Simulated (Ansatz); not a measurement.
## GW calculation of RbBr

System: RbBr (P6₃/mmc, 4 atoms in the cell).
Method: G0W0 on PBE, plane waves, PAW, no spin polarisation (Ansatz 0.2.0).

The structure was built on a prototype by a generator. The geometry comes from this level: r2SCAN. It belongs to a series of runs on one base structure; here: bands and screening cutoff.

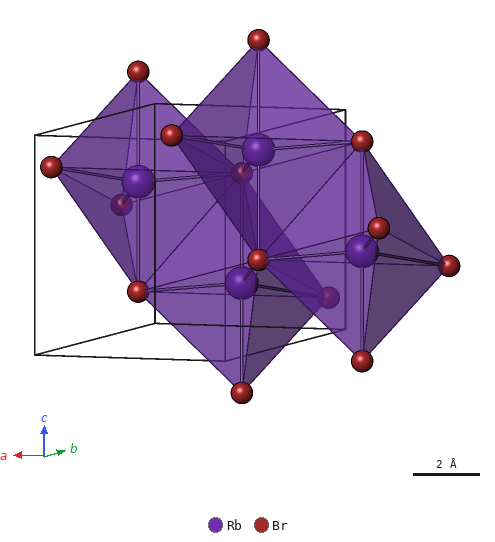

Figure 1. The structure (polyhedral view of the cell of the calculation, repeated 1 × 2 × 1, seen at an oblique angle; polyhedra are completed across the faces of the cell).

### The input
```yaml
crystal:
  lattice:
    - [5.8899870892, 0.0, 0.0]
    - [-2.9449935446, 5.1008784472, 0.0]
    - [0.0, 0.0, 6.8697844858]
  atoms:
    - { symbol: Rb, position: [0.3333333333, 0.6666666667, 0.25] }
    - { symbol: Rb, position: [0.6666666667, 0.3333333333, 0.75] }
    - { symbol: Br, position: [0.6666666667, 0.3333333333, 0.25] }
    - { symbol: Br, position: [0.3333333333, 0.6666666667, 0.75] }
kpoints:
  mp_grid: { grid: [6, 6, 2] }
hamiltonian:
  xc: pbe
scf:
  occupations: { method: fixed }
gw:
  n_empty_bands: 335
  ecut_chi: 80
  qp_bands: [v2, c2]
  qp_kpoints: band_edges
  screening: { model: contour_deformation }
```

Machine: 2 threads of Arm Neoverse V1, 24 GiB of memory available, shared host.

Command:
```bash
ansatz run input.yaml --threads 2 --pin off --max-ram 3686MiB --backend cpu --events-out ev --progress --plain --runs-dir out
```

### Output
```
Engine: ansatz 0.2.0, aarch64-unknown-linux-gnu
Pseudopotentials: kind: paw
Pseudopotential: Rb, paw, valence charge 9, recommended cutoff 420 eV (normal), Rb.paw.azcp
Pseudopotential: Br, paw, valence charge 7, recommended cutoff 420 eV (normal), Br.paw.azcp
Functional definition: PBE
  parameter kappa = 0.804
  parameter beta = 0.06672455060314922
  exchange = pbe_x(kappa = kappa, mu = beta*pi^2/3)
  correlation = pbe_c(beta = beta)
Crystal: 4 atoms, lattice volume = 206.397 Å³
Basis set: ecut = 420 eV, 4019 PW (Γ)
Bands: 20, of which v1, the nominal top of the filled ones, is band 16 counted from 1 (15 counted from 0)
Symmetry: 24 space group operations
Space group: P63/mmc (ITA 194), of the structure as read, at distance tolerance 5.9e-5 Å
k-points: 14 of 72
Non-local potential: Rb, projectors of the file, l = 0: 3, l = 1: 2, l = 2: 2
Non-local potential: Br, projectors of the file, l = 0: 2, l = 1: 2, l = 2: 2
PAW form: soft (Blöchl's): semilocal exchange-correlation on the pseudo side does not see the compensation charge
PAW one-centre angular grid: Rb, 110 points (default); XC on 64 Gauss nodes
PAW one-centre angular grid: Br, 110 points (default); XC on 64 Gauss nodes
Initial density: superposition of atomic densities (neutral atoms: chi_scale 0, normalization atom), corrected by the library's trained network
Initial wavefunctions: pseudopotential atomic-orbital guess
Functional: x = pbe(κ = 0.804, μ = 0.2195149727645171), c = pbe(β = 0.06672455060314922)
SCF iter   1: F=—  HF=-12107.961133 eV  |F-HF|=—  |Δ(HF+E_count)|=         —  Δρ=2.17e-4  dr2=9.63e-5  ethr=1.77e-3  ⟨swp⟩=6.0  Hψ=1317  notcnv=0  defer=18
preconditioner: auto → Resta (q_TF=auto, 2.000 Å⁻¹)  ε∞=2.3  [insulator: Δε(μ)=4.051 eV  Ē_g=12.099 eV  n_scr=22 (ndim 8)  ℏωp=13.7 eV  f_vac=0.250  ε∞_Penn≈2.3]
SCF iter   2: F=—  HF=-12107.961772 eV  |F-HF|=—  |Δ(HF+E_count)|=   6.39e-4  Δρ=1.10e-4  dr2=3.09e-5  ethr=3.01e-7  ⟨swp⟩=3.4  Hψ=870  notcnv=0  defer=28
SCF iter   3: F=—  HF=-12107.962000 eV  |F-HF|=—  |Δ(HF+E_count)|=   2.27e-4  Δρ=3.32e-5  dr2=4.05e-6  ethr=9.65e-8  ⟨swp⟩=2.4  Hψ=514  notcnv=0  defer=28
SCF iter   4: F=—  HF=-12107.962013 eV  |F-HF|=—  |Δ(HF+E_count)|=   1.37e-5  Δρ=1.05e-5  dr2=4.25e-7  ethr=1.27e-8  ⟨swp⟩=2.0  Hψ=396  notcnv=0  defer=28
iter 5 did not close the SCF: its close was put off for the readings that it lacked (scf_convergence_deferred on its scf_iter line)
SCF iter   5: F=-12107.962015 eV  HF=-12107.962015 eV  |F-HF|=6.00e-8  |Δ(HF+E_count)|=   1.40e-6  Δρ=3.78e-6  dr2=1.84e-8  ethr=1.33e-9  ⟨swp⟩=2.4  Hψ=479  notcnv=0  defer=28
SCF iter   6: F=-12107.962015 eV  HF=-12107.962015 eV  |F-HF|=4.00e-11  |Δ(HF+E_count)|=   6.68e-8  Δρ=5.45e-7  dr2=5.99e-10  ethr=5.75e-11  ⟨swp⟩=7.9  Hψ=1486  notcnv=0
SCF 1 converged in 6 iterations: F = -12107.962015 eV  dr2 = 5.99e-10
  greatest PAW one-centre occupation: 0.973 electrons in one spin orbital (limit 2), on the Rb atom at site 1 (counted from 0), in its partial waves of l = 0
```

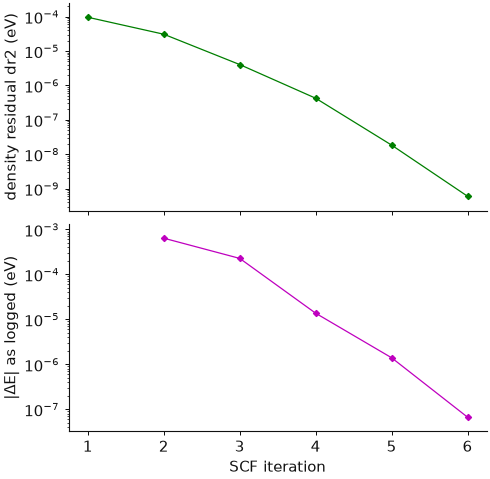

Figure 2. Convergence of the self-consistent field: density residual dr2 and size of the energy change against the SCF iteration. The residual falls at every step.

```
NSCF: frozen V_eff on 14 k-points
G₀W₀ screening: q 1/14
G₀W₀ screening: q 2/14 (q-point 11)
G₀W₀ screening: q 3/14 (q-point 12)
G₀W₀ screening: q 4/14 (q-point 3)
G₀W₀ screening: q 5/14 (q-point 4)
G₀W₀ screening: q 6/14 (q-point 5)
G₀W₀ screening: q 7/14 (q-point 6)
G₀W₀ screening: q 8/14 (q-point 9)
G₀W₀ screening: q 9/14 (q-point 10)
G₀W₀ screening: q 10/14 (q-point 7)
G₀W₀ screening: q 11/14 (q-point 8)
G₀W₀ screening: q 12/14 (q-point 13)
G₀W₀ screening: q 13/14 (q-point 14)
G₀W₀ screening: q 14/14 (q-point 2)
G₀W₀ self-energy: k 1/14
G₀W₀ self-energy: k 2/14
G₀W₀ self-energy: k 3/14
G₀W₀ self-energy: k 4/14
G₀W₀ self-energy: k 5/14
G₀W₀ self-energy: k 6/14
G₀W₀ self-energy: k 7/14
G₀W₀ self-energy: k 8/14
G₀W₀ self-energy: k 9/14
G₀W₀ self-energy: k 10/14
G₀W₀ self-energy: k 11/14
G₀W₀ self-energy: k 12/14
G₀W₀ self-energy: k 13/14
G₀W₀ self-energy: k 14/14
SCF converged after 6 iterations
Free energy (F): -12107.962015 eV
Harris-Foulkes:  -12107.962015 eV  (|F-HF|=4.00e-11)
Internal energy: -12107.962015 eV  (E = F + TS)
E sigma→0 (E₀):  -12107.962015 eV
Fermi energy:    -0.271715 eV
--- Per-component energies (eV) ---
  E_band       = -264.695092
  E_kinetic    = 653.794254
  E_local      = -1942.792348  (includes V_loc(G=0)·N_el)
  E_nonlocal   = 486.612677
  E_hartree    = 559.047988
  E_xc         = -792.172202
  E_vxc        = -483.413236  (∫ρ·V_xc dr)
  E_paw        = -9729.120157  (= ΣΔE_a)
  E_vpaw       = -96.991948  (= ΣTr[D̂ρ^β])
  E_aug_tail   = -0.000002  (compensation charges beyond the density's cutoff)
  E_ewald      = -1343.332225
  E_smearing   = -0.000000  (= −TS)
  E_closure    = -0.000000  (closes the sum)
  Σ components = -12107.962015   (vs F -12107.962015, Δ=0.00e0)
--- Band table (eV; the first three rows and the last of 14) ---
  k-point 0: bands = ["-24.8978", "-24.8886", "-12.3881", "-12.3462", "-9.1005", "-9.0532", "-9.0532", "-8.9992", "-8.9992", "-8.9624", "-0.6549", "-0.6333", "-0.6333", "-0.5390", "-0.5390", "-0.2717", "3.7894", "6.5590", "6.8089", "6.8089"]
  k-point 1: bands = ["-24.8931", "-24.8931", "-12.3966", "-12.3966", "-9.0258", "-9.0258", "-9.0258", "-9.0258", "-8.9423", "-8.9423", "-0.8154", "-0.8154", "-0.6054", "-0.6054", "-0.6054", "-0.6054", "4.9403", "4.9403", "8.0552", "8.0552"]
  k-point 2: bands = ["-24.8971", "-24.8890", "-12.3947", "-12.3581", "-9.0918", "-9.0582", "-9.0339", "-8.9992", "-8.9841", "-8.9700", "-0.6748", "-0.6371", "-0.6272", "-0.5827", "-0.4998", "-0.3007", "4.1200", "6.6206", "6.6795", "6.8829"]
  k-point 13: bands = ["-24.8924", "-24.8924", "-12.4365", "-12.4365", "-9.0459", "-9.0459", "-8.9641", "-8.9641", "-8.9158", "-8.9158", "-1.0113", "-1.0113", "-0.5357", "-0.5357", "-0.5262", "-0.5262", "5.7533", "5.7533", "7.3075", "7.3075"]
--- G₀W₀: contour deformation, 5 samples at zero and on the imaginary axis and 1 off it, 72 q-points, 335 empty bands' worth ---
  eigenvalues of the whole cell's RPA ε∞ on this k-mesh (on a slab, of 1 + 4πα/V) = 1.9689, 1.9689, 2.1501; static W/v taken at q = 0 is 0.468264
  bands read: the sum over 351 bands ends inside a degenerate multiplet in 7 slots, whose members it reads at an even weight; the widest, k=1: bands 351 to 352 (counted from 1) at 1/2 each
  gw.qp_kpoints: band_edges: 14 of 14 stored k-points solved, in 1 pass; an edge of the gap read off the rows below is read off those points alone
    ik  band        ε_KS         Σx   Σc(E_QP)       V_xc       Z   E_QP_lin       E_QP  E_QP is
     0    15     -0.5390   -18.6178     2.0956   -14.6461  0.8052    -2.4726    -2.4151  root
     0    16     -0.2717   -19.3566     2.1009   -15.4189  0.8063    -2.1602    -2.1085  root
     0    17      3.7894    -2.9530    -2.4082    -5.9640  0.8764     4.3952     4.3922  root
     0    18      6.5590    -3.0644    -2.6687    -6.6122  0.8687     7.4459     7.4380  root
     1    15     -0.6054   -18.5792     2.1112   -14.5772  0.8049    -2.5556    -2.4961  root
     1    16     -0.6054   -18.5792     2.1112   -14.5772  0.8049    -2.5556    -2.4961  root
     1    17      4.9403    -3.1703    -2.4258    -6.2602  0.8724     5.6085     5.6045  root
     1    18      4.9403    -3.1703    -2.4258    -6.2602  0.8724     5.6085     5.6045  root
     2    15     -0.4998   -18.7329     2.0959   -14.7669  0.8053    -2.4264    -2.3697  root
     2    16     -0.3007   -19.3021     2.1031   -15.3562  0.8063    -2.1959    -2.1435  root
     2    17      4.1200    -3.2671    -2.4235    -6.3248  0.8737     4.7577     4.7542  root
     2    18      6.6206    -3.4676    -2.8670    -7.4430  0.8603     7.7420     7.7291  root
     3    15     -0.5799   -18.6468     2.1113   -14.6510  0.8048    -2.5229    -2.4643  root
     3    16     -0.5799   -18.6468     2.1113   -14.6510  0.8048    -2.5229    -2.4643  root
     3    17      5.2036    -3.2674    -2.4289    -6.3632  0.8707     5.8746     5.8704  root
     3    18      5.2036    -3.2674    -2.4289    -6.3632  0.8707     5.8746     5.8704  root
     4    15     -0.4282   -18.9330     2.0957   -14.9783  0.8056    -2.3424    -2.2872  root
     4    16     -0.3716   -19.1776     2.1096   -15.2106  0.8062    -2.2830    -2.2291  root
     4    17      4.9195    -3.6371    -2.4575    -6.7804  0.8686     5.6097     5.6053  root
     4    18      6.2111    -3.0706    -2.6071    -6.5094  0.8664     7.0501     7.0429  root
     5    15     -0.5395   -18.7635     2.1089   -14.7717  0.8054    -2.4804    -2.4225  root
     5    16     -0.5395   -18.7635     2.1089   -14.7717  0.8054    -2.4804    -2.4225  root
     5    17      5.7206    -3.0425    -2.3889    -6.0562  0.8689     6.3493     6.3454  root
     5    18      5.7206    -3.0425    -2.3889    -6.0562  0.8689     6.3493     6.3454  root
     6    15     -0.4254   -19.0873     2.1149   -15.1037  0.8062    -2.3494    -2.2941  root
     6    16     -0.3938   -19.0303     2.0957   -15.0806  0.8057    -2.3022    -2.2478  root
     6    17      5.5109    -2.6742    -2.2877    -5.5428  0.8713     6.0952     6.0918  root
     6    18      5.8876    -4.2438    -2.8114    -7.9982  0.8608     6.8399     6.8306  root
     7    15     -0.5172   -18.8271     2.1083   -14.8386  0.8056    -2.4550    -2.3975  root
     7    16     -0.5172   -18.8271     2.1083   -14.8386  0.8056    -2.4550    -2.3975  root
     7    17      5.8628    -2.5549    -2.3588    -5.5190  0.8706     6.4718     6.4680  root
     7    18      5.8628    -2.5549    -2.3588    -5.5190  0.8706     6.4718     6.4680  root
     8    15     -0.4459   -18.8733     2.0950   -14.9156  0.8056    -2.3641    -2.3085  root
     8    16     -0.3511   -19.2139     2.1077   -15.2530  0.8062    -2.2578    -2.2043  root
     8    17      4.6831    -3.5951    -2.4500    -6.7211  0.8699     5.3632     5.3590  root
     8    18      6.1303    -3.0413    -2.6916    -6.6694  0.8648     7.0757     7.0668  root
     9    15     -0.5497   -18.7322     2.1108   -14.7415  0.8049    -2.4875    -2.4295  root
     9    16     -0.5497   -18.7322     2.1108   -14.7415  0.8049    -2.4875    -2.4295  root
     9    17      5.5960    -3.2069    -2.4064    -6.2579  0.8688     6.2448     6.2407  root
     9    18      5.5960    -3.2069    -2.4064    -6.2579  0.8688     6.2448     6.2407  root
    10    15     -0.4235   -19.0998     2.1158   -15.1155  0.8061    -2.3473    -2.2920  root
    10    16     -0.3912   -19.0236     2.0950   -15.0730  0.8059    -2.3012    -2.2468  root
    10    17      5.3466    -3.0282    -2.3439    -5.9984  0.8701     5.9768     5.9730  root
    10    18      5.7800    -2.8564    -2.6113    -6.3342  0.8674     6.6537     6.6465  root
    11    15     -0.5245   -18.7963     2.1095   -14.8087  0.8052    -2.4602    -2.4027  root
    11    16     -0.5245   -18.7963     2.1095   -14.8087  0.8052    -2.4602    -2.4027  root
    11    17      5.8115    -2.6795    -2.3643    -5.6723  0.8701     6.4441     6.4401  root
    11    18      5.8115    -2.6795    -2.3643    -5.6723  0.8701     6.4441     6.4401  root
    12    15     -0.4874   -19.0239     2.1260   -15.0152  0.8060    -2.4268    -2.3700  root
    12    16     -0.3712   -19.0689     2.0946   -15.1200  0.8062    -2.2797    -2.2256  root
    12    17      5.3324    -2.5507    -2.3065    -5.4800  0.8730     5.9589     5.9551  root
    12    18      5.5816    -2.7551    -2.5806    -6.1762  0.8688     6.4287     6.4221  root
    13    15     -0.5262   -18.7857     2.1125   -14.8028  0.8044    -2.4538    -2.3966  root
    13    16     -0.5262   -18.7857     2.1125   -14.8028  0.8044    -2.4538    -2.3966  root
    13    17      5.7533    -2.6200    -2.3738    -5.6555  0.8706     6.4193     6.4149  root
    13    18      5.7533    -2.6200    -2.3738    -5.6555  0.8706     6.4193     6.4149  root
```

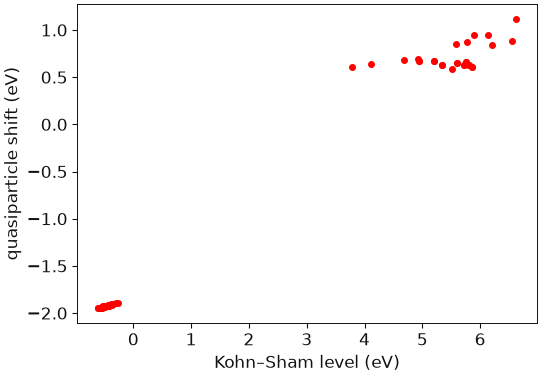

Figure 3. Quasiparticle corrections (linearised) against the Kohn–Sham levels, for the bands and k-points computed. On this mesh the gap goes from 4.06 to 6.50 eV.

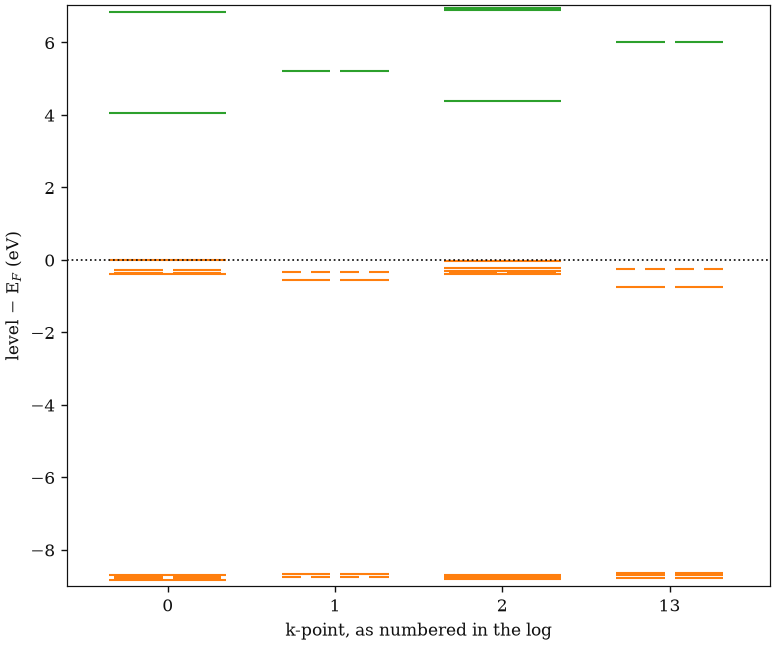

Figure 4. Kohn–Sham levels near the Fermi level (dotted) at the few k-points that the log prints; levels within 0.02 eV of each other stand side by side. Among these points the highest filled and lowest empty levels are 4.06 eV apart, which is the gap on the mesh.

### Key numbers

| quantity | value |
| --- | --- |
| outcome | converged |
| space group (tolerance 0.01 Å) | P6₃/mmc (194) |
| electrons treated | 32 |
| free energy | −12107.9620 eV |
| Fermi energy | −0.272 eV |
| gap on the k-point mesh | 4.06 eV |
| quasiparticle gap on the mesh | 6.50 eV |
| wall time | 5.7 min (CPU time 11 min) |
| peak memory | 1 GiB |

### Remarks

The GW levels are not extrapolated in basis or mesh.
